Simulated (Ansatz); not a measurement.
Consider La2O3.

```
La O
1.0
     6.25054    0.00000    0.00000
    -3.12527    5.41313    0.00000
     0.00000    0.00000   15.62848
La O
12 18
Cartesian
  0.0000 3.6088 0.4571
  0.0000 0.0000 5.6667
  3.1253 1.8044 10.8762
  3.1253 1.8044 3.0619
  0.0000 3.6088 8.2714
  0.0000 0.0000 13.4810
  0.0000 3.6088 4.7523
  0.0000 0.0000 9.9618
  3.1253 1.8044 15.1714
  0.0000 0.0000 2.1475
  3.1253 1.8044 7.3571
  0.0000 3.6088 12.5666
  4.4652 0.0000 3.9071
  1.3399 1.8044 9.1166
  -1.7854 3.6088 14.3262
  0.8927 1.5462 3.9071
  4.0179 3.3506 9.1166
  0.8927 5.1549 14.3262
  4.9106 1.8044 1.3023
  1.7854 3.6088 6.5119
  1.7853 0.0000 11.7214
  2.2326 3.3506 1.3023
  -0.8927 5.1549 6.5119
  -0.8927 1.5462 11.7214
  2.2326 0.2582 1.3023
  -0.8927 2.0626 6.5119
  2.2326 3.8670 11.7214
  -2.2326 3.8670 3.9071
  4.0180 0.2582 9.1166
  0.8927 2.0626 14.3262
```

Space group R-3c; started from the corundum prototype, which need not be the ambient phase.

These are results of DFT, r2SCAN, plane waves, PAW in Ansatz, not measurements.

### What will maps of the valence pseudo-density and electron localisation function show?

La–O (2.51 Å): ρ at the midpoint is about 0.38 e/Å³; the ELF is about 0.20 at the midpoint (an ionic contact with no shared pair).

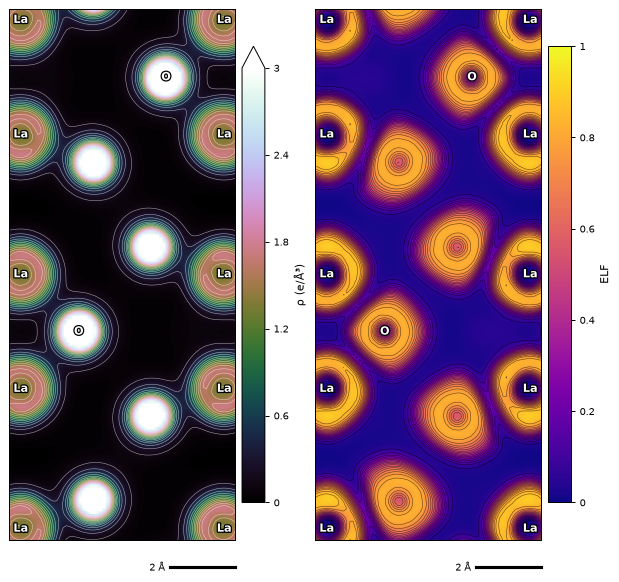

Computed valence pseudo-density and electron localisation function on the (010) plane of the conventional cell, in this order. Atoms just off the plane (O, 0.3 Å away) can leave unmarked features too.
